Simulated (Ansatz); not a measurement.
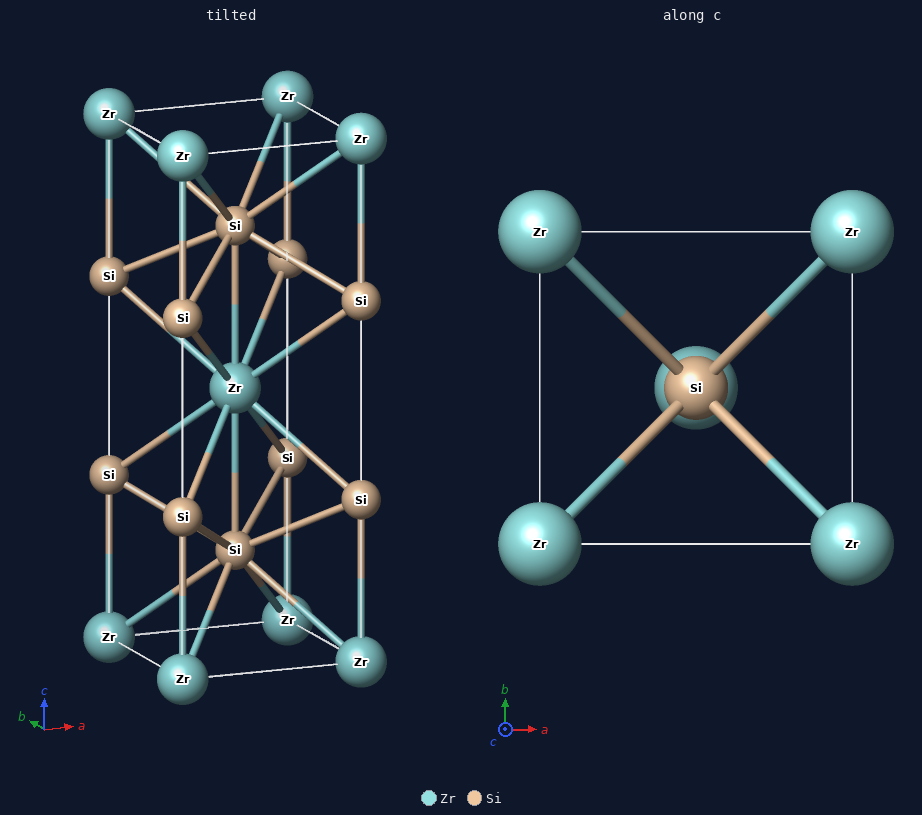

An orthographic ball-and-stick view of the structure, slightly off an axis and along the c axis. One conventional unit cell is framed, with atoms on its boundary repeated.

ZrSi₂, space group I4/mmm (No. 139), a = 3.288 Å, b = 3.288 Å, c = 9.170 Å, α = 90.00°, β = 90.00°, γ = 90.00°. Its origin is a structure type filled with these elements by a generator (whether the compound takes this form wasn't checked). Earlier steps of the study, as a rule a relaxation of our own, may have changed the cell and positions, so they can lie some per cent off the listed ones. Ansatz was used for an electronic-structure calculation on it.

This one geometry was computed with Ansatz (DFT, plane waves, PAW) at four levels of theory: r2SCAN, LDA, PBEsol and PBE with spin-orbit coupling.

Which level gives the highest pressure at this volume, and what does that say about its equilibrium volume?

Highest: PBE with spin-orbit coupling (0.0 GPa), which points to the largest equilibrium volume. Lowest, with the smallest volume: LDA (-5.9 GPa). Levels within 0.5 GPa of each other can't be told apart.

How does the band gap change with the level of theory?

All levels give a metal.

Collect the results in a table.

| level | cutoff (eV) | k-mesh of the run's cell | gap (eV) | pressure (GPa) |
| --- | --- | --- | --- | --- |
| r2SCAN | 500 | 14×14×14 | metal | -1.0 |
| LDA | 420 | 14×14×14 | metal | -5.9 |
| PBEsol | 420 | 14×14×14 | metal | -3.6 |
| PBE with spin-orbit coupling | 420 | 14×14×14 | metal | 0.0 |

Gaps are taken on the k-mesh or band path of each run.
